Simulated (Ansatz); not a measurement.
The structure in question:

```
Co
1.0
     2.49214    0.00000    0.00000
    -1.24607    2.15826    0.00000
     0.00000    0.00000    4.03374
Co
2
Direct
  0.66667 0.33333 0.25000
  0.33333 0.66667 0.75000
```

**What crystal do these data define?**

The element is cobalt. The symmetry is that of P6_3/mmc (No. 194), on a primitive hexagonal lattice. The prototype is hexagonal close-packed (Mg type). The cell holds two atoms. Co is linked to twelve Co in an anticuboctahedral arrangement at 2.48 to 2.49 Å. The bonds build a three-dimensional framework.

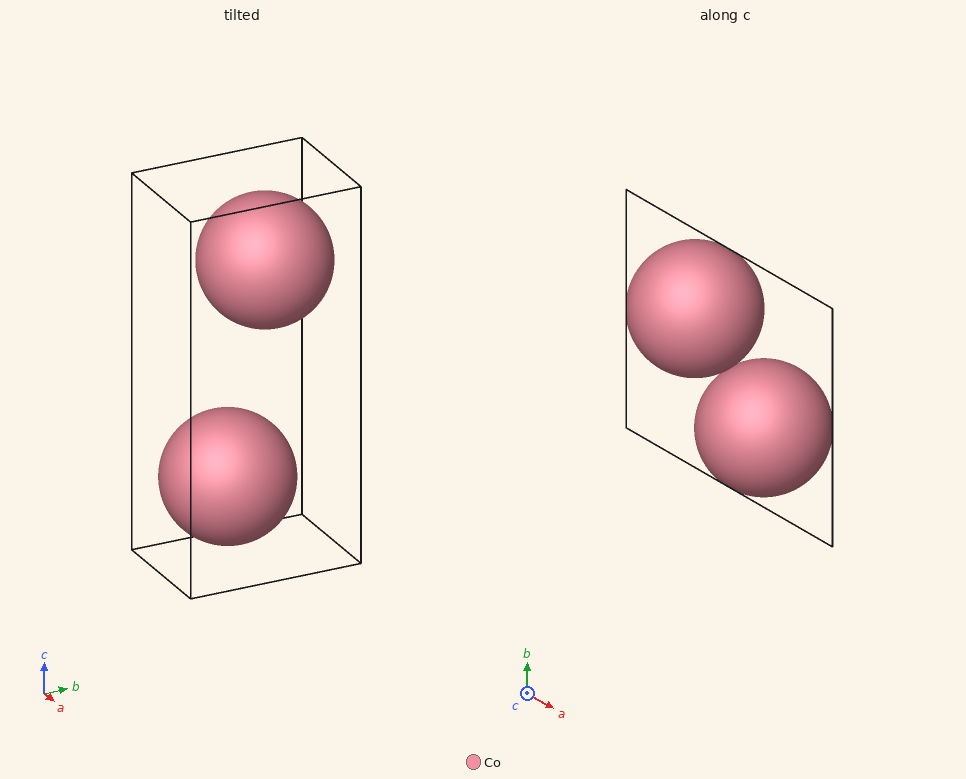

View slightly off an axis and along the c axis, drawn as a spheres-only model. The conventional unit cell is drawn as a box. Colours: cobalt pink.

The structure was taken from a structure listed in the Materials Project. Earlier steps of the study, as a rule a relaxation of our own, may have changed the cell and positions, so they can lie some per cent off the listed ones. A calculation with Ansatz used it as input.
